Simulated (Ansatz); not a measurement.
**SiSe2: geometry relaxation (part 2 of 2)**

SiSe2 (6 atoms in the cell); DFT PBE, scalar-relativistic, plane waves, PAW, no spin polarisation (Ansatz 0.2.0); cutoff 420 eV, 6×6×6 k-mesh, Gaussian smearing of 0.05 eV. The structure derives from an entry of the Crystallography Open Database. It belongs to a series of runs on one base structure; here: volume × 0.980.

Geometry of the input (Å; fractional positions):
```
-3.3279  5.5588  2.9466
3.3279  -5.5588  2.9466
3.3279  5.5588  -2.9466
Si 0.2500  0.2500  0.0000
Si 0.7500  0.7500  -0.0000
Se 0.1101  0.8125  0.9226
Se 0.8899  0.1875  0.0774
Se 0.6101  0.6875  0.2976
Se 0.3899  0.3125  0.7024
```

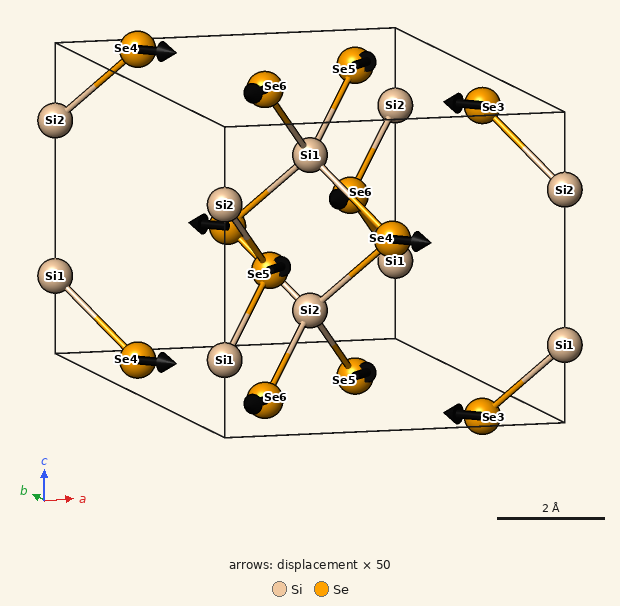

Figure 1. The starting structure with the displacements (without the part carried along by the change of the cell) as black arrows, magnified 50 times (ball-and-stick view of the cell 2 times as large as that of the calculation, set on its symmetry axes, seen slightly off an axis). The largest moves relative to the cell, 0.018 Å, are those of Se3, Se4, Se5 and Se6. Si stays in place. The drawn cell changes at constant volume: a 6.656 → 6.629 Å (−0.4 %), b 11.118 → 11.088 Å (−0.3 %), c 5.893 → 5.932 Å (+0.7 %). Distances before and after: Si1–Se3 2.286 → 2.302 Å. The space group stays Ibam (No. 72). Over 2 geometry steps the energy falls by 11.5 meV per cell of the calculation. The largest force component goes from 0.2 to 0.0019 eV/Å. The pressure goes from 0.85 to 0.02 GPa. A last SCF at the same geometry on a re-selected plane-wave basis shifts the energy by next to nothing (0.0 meV per cell of the calculation). (Atoms are counted from 1 in the order of the input.)

```
basis re-selected at this cell: Δ(F+E_penalty+E_count) = -5.476e-6 eV, ΔP = -0.000 GPa vs the last step (what re-selecting the basis moved, of the pressure what is left beyond the Pulay correction that the steps carried, after the strain that the cell walked since its last selection, with what the two solves' SCF thresholds leave and, on support functions, any second-order correction that the steps lacked; it is no measure of the basis error at this ecutwfc). This SCF's stress stands 1.11e-2 GPa from its target on what of the cell is left free (relax.cell.stress_tol is 1.00e-1 GPa) and its largest allowed force component is 1.93e-3 eV/Å (relax.f_tol is 1.00e-2 eV/Å): within both
SCF converged after 6 iterations
Free energy (F): -23150.690787 eV
Harris-Foulkes:  -23150.690787 eV  (|F-HF|=1.67e-10)
Internal energy: -23150.690787 eV  (E = F + TS)
E sigma→0 (E₀):  -23150.690787 eV
Fermi energy:    3.378464 eV
--- Per-component energies (eV) ---
  E_band       = -1880.352056
  E_kinetic    = 555.357908
  E_local      = -12816.966057  (includes V_loc(G=0)·N_el)
  E_nonlocal   = -2333.708987
  E_hartree    = 6164.149337
  E_xc         = -526.662761
  E_vxc        = -485.141978  (∫ρ·V_xc dr)
  E_paw        = -8669.920817  (= ΣΔE_a)
  E_vpaw       = 871.809826  (= ΣTr[D̂ρ^β])
  E_aug_tail   = -0.002325  (compensation charges beyond the density's cutoff)
  E_ewald      = -5522.937084
  E_smearing   = -0.000000  (= −TS)
  E_closure    = -0.000000  (closes the sum)
  Σ components = -23150.690787   (vs F -23150.690787, Δ=0.00e0)
--- Forces (eV/Å), atoms counted from 1 ---
  atom   1  Si     0.00000000     0.00000000    -0.00000000
  atom   2  Si    -0.00000000     0.00000000     0.00000000
  atom   3  Se    -0.00109505     0.00192634    -0.00000000
  atom   4  Se     0.00109505    -0.00192634     0.00000000
  atom   5  Se     0.00109505     0.00192634     0.00000000
  atom   6  Se    -0.00109505    -0.00192634    -0.00000000
  max |Σ_I F_I| component: 4.34e-19 eV/Å
--- Stress (GPa, compression-positive) ---
        0.014531      -0.000000      -0.000000
       -0.000000       0.032313       0.000000
       -0.000000       0.000000       0.016925
  P = ⅓ Tr σ = 0.0213 GPa (0.213 kbar)
--- Band table (eV; the first three rows and the last of 46) ---
  k-point 0: bands = ["-44.6150", "-44.6143", "-44.6143", "-44.6143", "-44.6095", "-44.6094", "-44.6086", "-44.6086", "-44.4853", "-44.4851", "-44.4851", "-44.4848", "-44.4481", "-44.4481", "-44.4479", "-44.4478", "-44.4232", "-44.4230", "-44.4226", "-44.4226", "-11.8182", "-10.2217", "-9.8800", "-9.8330", "-5.2238", "-3.8820", "-2.3123", "-1.2394", "-1.2040", "-0.3356", "-0.2746", "0.7107", "0.7584", "1.3545", "1.4542", "2.0634", "5.1504", "5.3356", "5.7195", "6.8960", "7.5945", "7.6926", "7.8514", "7.9661"]
  k-point 1: bands = ["-44.6150", "-44.6143", "-44.6143", "-44.6143", "-44.6095", "-44.6094", "-44.6086", "-44.6086", "-44.4853", "-44.4851", "-44.4851", "-44.4848", "-44.4481", "-44.4481", "-44.4479", "-44.4478", "-44.4232", "-44.4230", "-44.4226", "-44.4226", "-11.8090", "-10.2209", "-9.8909", "-9.8444", "-5.2267", "-3.8445", "-2.3027", "-1.2270", "-1.1893", "-0.3228", "-0.2585", "0.7285", "0.7674", "1.1589", "1.3978", "2.1142", "5.2971", "5.4075", "5.8700", "6.7191", "7.4308", "7.6120", "7.7978", "8.0892"]
  k-point 2: bands = ["-44.6150", "-44.6143", "-44.6143", "-44.6143", "-44.6095", "-44.6094", "-44.6086", "-44.6086", "-44.4853", "-44.4851", "-44.4851", "-44.4848", "-44.4481", "-44.4481", "-44.4479", "-44.4478", "-44.4232", "-44.4230", "-44.4226", "-44.4226", "-11.7902", "-10.2186", "-9.9215", "-9.8596", "-5.2324", "-3.7678", "-2.2783", "-1.2429", "-1.1146", "-0.3411", "-0.1668", "0.6636", "0.7585", "0.8971", "1.3189", "2.2070", "5.2092", "5.8628", "6.2379", "6.4221", "7.1186", "7.5615", "7.7971", "8.2203"]
  k-point 45: bands = ["-44.6150", "-44.6143", "-44.6143", "-44.6143", "-44.6095", "-44.6094", "-44.6086", "-44.6086", "-44.4853", "-44.4851", "-44.4850", "-44.4848", "-44.4481", "-44.4481", "-44.4479", "-44.4478", "-44.4232", "-44.4230", "-44.4226", "-44.4226", "-11.7652", "-10.2144", "-9.9423", "-9.9055", "-5.2640", "-3.6768", "-2.0958", "-1.1020", "-1.0308", "-0.1511", "-0.0641", "0.5390", "0.5774", "0.6281", "1.0543", "2.1905", "4.5251", "5.9509", "6.3466", "6.4927", "6.5429", "7.4929", "7.6802", "7.9952"]
--- Relaxed structure (3 steps of the walk, 3 accepted, 1 SCFs on fresh bases) ---
  F+E_penalty+E_count = -23150.69078650 eV   max|allowed force component| = 1.926e-3 eV/Å   (the final SCF, on the basis selected at the relaxed cell)
  cell:  # Å, volume = 218.0354 Å³
    - [-3.3145912252556005, 5.544141225222473, 2.9662158887942693]
    - [3.3145912252556005, -5.544141225222473, 2.9662158887942693]
    - [3.3145912252556005, 5.544141225222473, -2.9662158887942693]
  atoms:
    - { symbol: Si, position: [0.25, 0.25, -2.93282602302709e-20] }
    - { symbol: Si, position: [0.75, 0.75, -2.93282602302709e-20] }
    - { symbol: Se, position: [0.11133128385595009, 0.8107514076862053, 0.9220826915421554] }
    - { symbol: Se, position: [0.8886687161440501, 0.18924859231379482, 0.07791730845784467] }
    - { symbol: Se, position: [0.61133128385595, 0.6892485923137947, 0.30057987616974474] }
    - { symbol: Se, position: [0.38866871614404985, 0.31075140768620535, 0.6994201238302552] }
```

Trajectory as extended XYZ (Å, eV, eV/Å), 4 frames, from step=1 to step=4:
```
6
Lattice="-3.3279 5.5588 2.9466 3.3279 -5.5588 2.9466 3.3279 5.5588 -2.9466" Properties=species:S:1:pos:R:3:forces:R:3 step=1 energy=-23150.67931 pressure_GPa=0.85
Si    0.0000    0.0000    1.4733    0.0000   0.0000   0.0000
Si    0.0000    0.0000    4.4198    0.0000   0.0000   0.0000
Se    5.4078    1.2244    0.0000   -0.1968   0.1991   0.0000
Se   -2.0799    4.3344    2.9466    0.1968  -0.1991   0.0000
Se    1.2480    1.2244    2.9466    0.1968   0.1991   0.0000
Se    2.0799    4.3344    0.0000   -0.1968  -0.1991   0.0000
6
Lattice="-3.3218 5.5521 2.9556 3.3218 -5.5521 2.9556 3.3218 5.5521 -2.9556" Properties=species:S:1:pos:R:3:forces:R:3 step=2 energy=-23150.69008 pressure_GPa=0.16
Si    0.0000    0.0000    1.4778    0.0000   0.0000   0.0000
Si    0.0000    0.0000    4.4334    0.0000   0.0000   0.0000
Se    5.3875    1.2347    0.0000   -0.0171   0.0195   0.0000
Se   -2.0657    4.3174    2.9556    0.0171  -0.0195   0.0000
Se    1.2561    1.2347    2.9556    0.0171   0.0195   0.0000
Se    2.0657    4.3174    0.0000   -0.0171  -0.0195   0.0000
6
Lattice="-3.3146 5.5441 2.9662 3.3146 -5.5441 2.9662 3.3146 5.5441 -2.9662" Properties=species:S:1:pos:R:3:forces:R:3 step=3 energy=-23150.69078 pressure_GPa=0.02
Si    0.0000    0.0000    1.4831    0.0000   0.0000   0.0000
Si    0.0000    0.0000    4.4493    0.0000   0.0000   0.0000
Se    5.3746    1.2345    0.0000   -0.0011   0.0019   0.0000
Se   -2.0600    4.3097    2.9662    0.0011  -0.0019   0.0000
Se    1.2546    1.2345    2.9662    0.0011   0.0019   0.0000
Se    2.0600    4.3097    0.0000   -0.0011  -0.0019   0.0000
6
Lattice="-3.3146 5.5441 2.9662 3.3146 -5.5441 2.9662 3.3146 5.5441 -2.9662" Properties=species:S:1:pos:R:3:forces:R:3 step=4 energy=-23150.69079 pressure_GPa=0.02
Si    0.0000    0.0000    1.4831    0.0000   0.0000   0.0000
Si    0.0000    0.0000    4.4493    0.0000   0.0000   0.0000
Se    5.3746    1.2345    0.0000   -0.0011   0.0019   0.0000
Se   -2.0600    4.3097    2.9662    0.0011  -0.0019   0.0000
Se    1.2546    1.2345    2.9662    0.0011   0.0019   0.0000
Se    2.0600    4.3097    0.0000   -0.0011  -0.0019   0.0000
```
